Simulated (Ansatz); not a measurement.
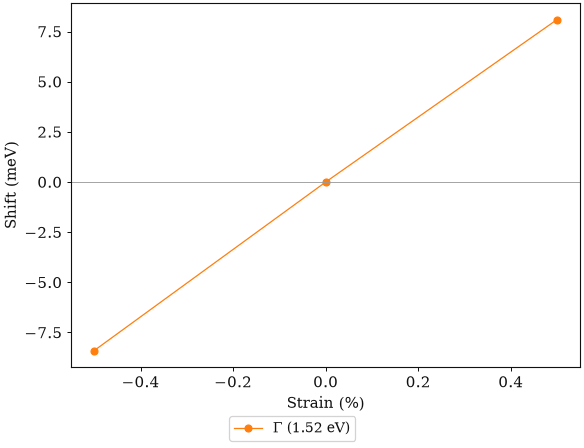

Shifts of the lowest conduction level at the points named, against the centre of the valence top at Γ (unstrained energies in the legend).

System: CuI, space group P4/nmm (No. 129), 4 atoms in the cell, in a cell relaxed beforehand; a = 4.006 Å, c = 6.474 Å (tetragonal axes). Here all lengths are changed by ±0.5 %, and the atoms are carried along without relaxing. Ansatz; PBEsol, all-electron LAPW, no spin polarisation, no spin-orbit coupling, 6×6×4 k mesh, fixed occupations.

How fast does each conduction level move?

For each 1 % of strain: +16 meV at Γ. Over dlnV = 3 % that gives deformation potentials of +0.5 eV at Γ, against the valence top.

Spin-orbit coupling is left out, which matters for I. LDA, GGA and most meta-GGA functionals understate gaps. Measurements of this composition are mostly on another form, of space group No. 216.
